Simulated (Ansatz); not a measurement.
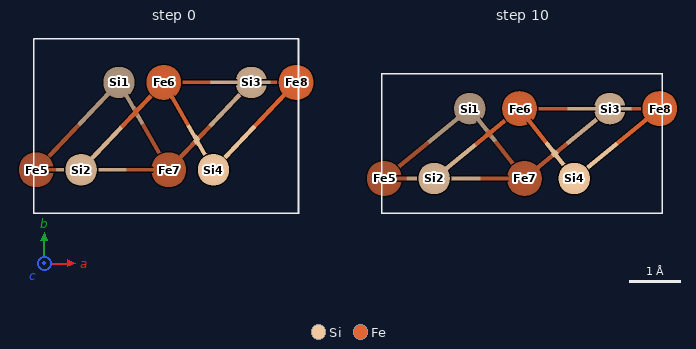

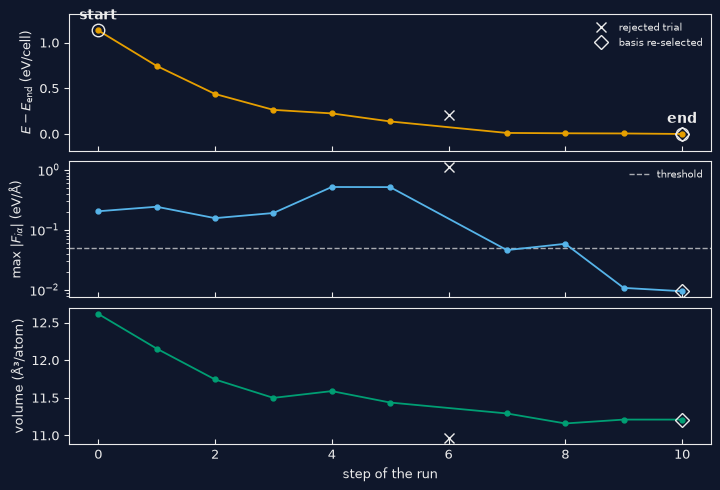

First and last geometry of a relaxation of solid FeSi (a generated structure, set up in Pnma) (coarse preliminary run), with the history of the run. The picture is a ball-and-stick view of the cell of the calculation, seen along the c axis.

Case: Ni → Fe on all its sites, cell and atoms relaxed.

Level of theory: DFT PBEsol, scalar-relativistic, plane waves, PAW (Ansatz 0.2.0). (plane-wave cutoff 420 eV; k-point mesh 4 × 6 × 4; occupations gaussian; smearing width 0.1 eV; collinear spin; cell and atoms relaxed; force threshold 0.05 eV/Å; at most 60 steps)

### What do the curves and the structures tell?

It converged. After 8 accepted moves (10 points after the start) the energy has fallen by 1.134 eV per cell of the calculation. Largest force component: 0.2 eV/Å at the start, 0.0095 eV/Å at the end. The pressure goes from −9.44 to 0.16 GPa. The line search rejected the trial step at point 6 of the run. At 1 point the geometry stayed and the basis and grid were re-selected for the new cell (energy shift of 5.5 meV per cell of the calculation at most each time). The largest moves relative to the cell, 0.19 Å, are those of Si1, Si2, Si3 and Si4. Si2 goes along [1 0 −3]. By element the largest moves are Si 0.19 Å, Fe 0.01 Å. Cell: a 5.202 → 5.508 Å (+5.9 %), b 3.433 → 2.747 Å (−20.0 %), c 5.652 → 5.928 Å (+4.9 %). Volume −11.1 %. Near-neighbour distances that change, for instance: Si1–Si1 3.433 → 2.747 Å, Si1–Si4 2.712 → 2.555 Å, Si1–Fe5 2.430 → 2.312 Å, Fe5–Fe8 2.728 → 2.638 Å. Among the angles between lasting bonds that change: Si1–Fe7–Si1 93.7° → 73.0°, Si1–Fe7–Si3 83.7° → 102.2°, Si3–Fe7–Si3 89.9° → 72.9°. The space group stays Pnma (No. 62). Cost: 3.6 min on 2 threads of Arm Neoverse V2 (shared host), peak memory 0.59 GiB.

| step | E − E(0), meV/atom | largest force component, eV/Å | pressure, GPa | volume, Å³/atom | note |
| --- | --- | --- | --- | --- | --- |
| 0 | 0.00 | 0.2048 | -9.44 | 12.615 |  |
| 1 | -48.51 | 0.2437 | -4.65 | 12.155 |  |
| 2 | -86.96 | 0.1573 | 0.05 | 11.745 |  |
| 3 | -108.74 | 0.1915 | 2.11 | 11.500 |  |
| 4 | -113.58 | 0.5200 | -2.98 | 11.590 |  |
| 5 | -124.60 | 0.5176 | -4.45 | 11.438 |  |
| 6 | -115.64 | 1.1205 | 6.43 | 10.965 | rejected |
| 7 | -140.33 | 0.0461 | -1.60 | 11.293 |  |
| 8 | -140.80 | 0.0587 | 1.10 | 11.160 |  |
| 9 | -141.04 | 0.0108 | -0.03 | 11.211 |  |
| 10 | -141.74 | 0.0095 | 0.16 | 11.211 | same geometry, new basis |
